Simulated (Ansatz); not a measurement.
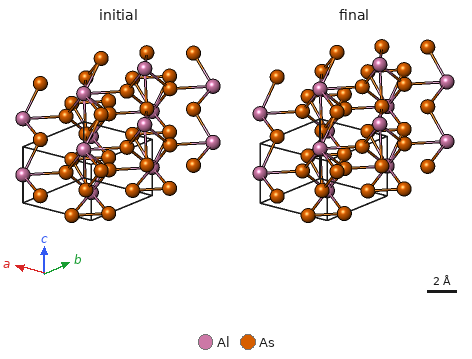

The structure of solid AlAs5 (a generated structure, set up in P-62m) (coarse preliminary run) before (left) and after (right) a relaxation, at one scale.

The picture is a ball-and-stick view of the cell of the calculation, repeated 1 × 2 × 2 with one cell outlined, seen from a free direction.

All numbers below come from DFT PBE, scalar-relativistic, plane waves, PAW in Ansatz 0.2.0. (plane-wave cutoff 420 eV; k-point mesh 6 × 6 × 4; occupations gaussian; smearing width 0.1 eV; no spin polarisation; cell and atoms relaxed; force threshold 0.04 eV/Å; at most 70 steps)

What changed between the two?

Answer. The atoms keep their places relative to the cell (all moves are under 0.005 Å). Cell: a = b 5.269 → 5.175 Å (−1.8 %), c 4.809 → 5.110 Å (+6.3 %). Volume +2.5 %. Near-neighbour distances that change, for instance: Al–As 2.836 → 2.950 Å, Al–As 3.042 → 2.988 Å, As–As 2.606 → 2.555 Å. Bond angles that change, for instance: Al–As–Al 115.9° → 120.0°, As–Al–As 115.9° → 120.0°. The space group stays P-62m (No. 189). Over 5 accepted moves (7 points after the start) the energy falls by 9.7 meV per atom. Largest force component: 0.15 eV/Å at the start, 0.0037 eV/Å at the end. Pressure: 0.91 GPa at the start and −0.01 GPa at the end. The line search rejected the trial step at point 4 of the run. The SCF was repeated once at an unchanged geometry on a basis and grid sized afresh for the cell, which shifted the energy by 0.2 meV per atom at most. Cost: 37 s on 1 thread of Intel(R) Xeon(R) 6975P-C (Granite Rapids), with other jobs on the host, peak memory 0.46 GiB.
